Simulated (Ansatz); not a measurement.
ZnSe4

```
Zn Se
1.0
     6.62510    0.00000   -0.04776
     0.00000    4.65796    0.00000
    -2.43896    0.00000    7.94292
Zn Se
2 8
Direct
  0.00000 0.02408 0.00000
  0.50000 0.52408 0.00000
  0.16628 0.51710 0.59741
  0.66628 0.01710 0.59741
  0.33372 0.01710 0.40259
  0.83372 0.51710 0.40259
  0.26675 0.66486 0.16905
  0.76675 0.16486 0.16905
  0.23325 0.16486 0.83095
  0.73325 0.66486 0.83095
```

Space group C2; a generated structure, not necessarily the stable one; changed on purpose from its base cell (volume × 0.94, shape and atoms relaxed).

These are results of DFT PBE, scalar-relativistic, plane waves, PAW in Ansatz 0.2.0, not measurements.

The density is the valence pseudo-density of a PAW calculation; it isn't the true density close to the nuclei.

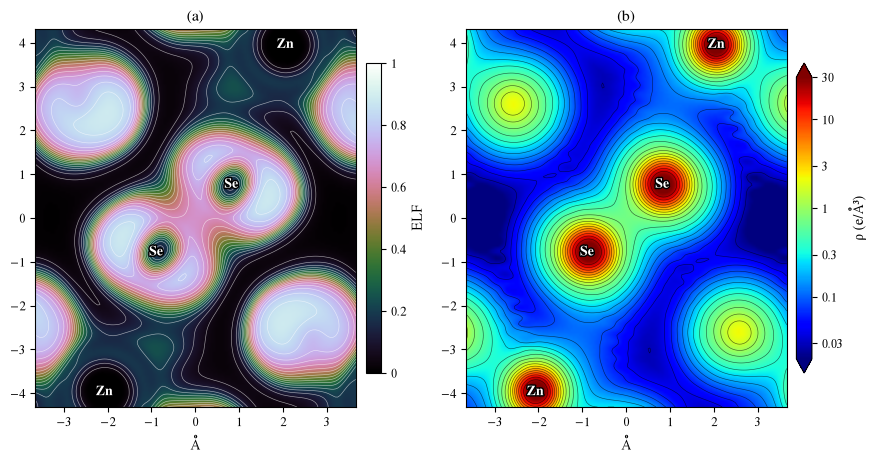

Figure 1. (a) electron localisation function; (b) valence pseudo-density on the (010) plane of the conventional cell.

Q: What do the fields say about this system?

A: The plane passes through Zn and Se nuclei.
Atoms just off the plane (Se, 0.7 Å away) can leave unmarked features too.
Se–Se (2.31 Å): ρ is about 0.71 e/Å³ halfway; the ELF peaks at about 0.70 between the atoms.
Between the atoms the lowest density in this plane is 0.01 e/Å³.
The ELF also peaks beside Se, away from the bonds: lone-pair regions.

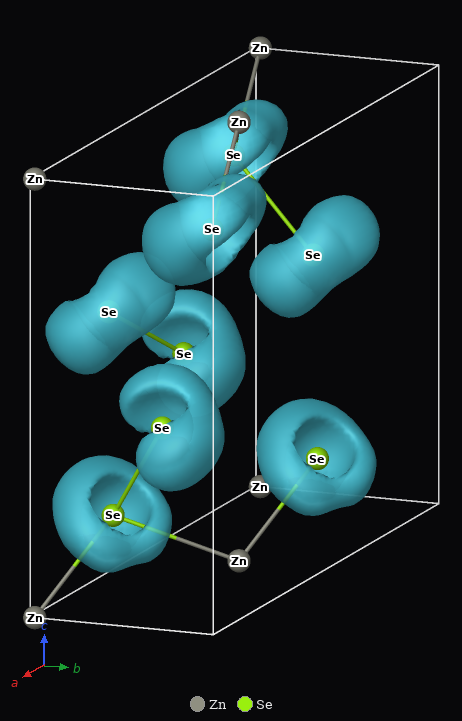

Figure 2. Isosurface of the ELF at 0.75 (cyan), seen at an oblique angle. Only the valence region is drawn (cores and ρ < 0.01 e/Å³ removed). Sticks mark near contacts.

Q: Where are the electrons localised?

A: The surface consists of eight regions wrapped around Se (the valence shell of each), counted in one cell of 10 atoms. Any copies at cell faces, edges or corners count once. Along the contacts the grid gives the following. Zn–Se (2.47 Å): the ELF is about 0.55 at the midpoint.

Q: Does the calculation give a band gap?

A: It is gapped, with a Kohn–Sham gap of 0.67 eV on the k-point mesh, an upper bound to the gap of this method.
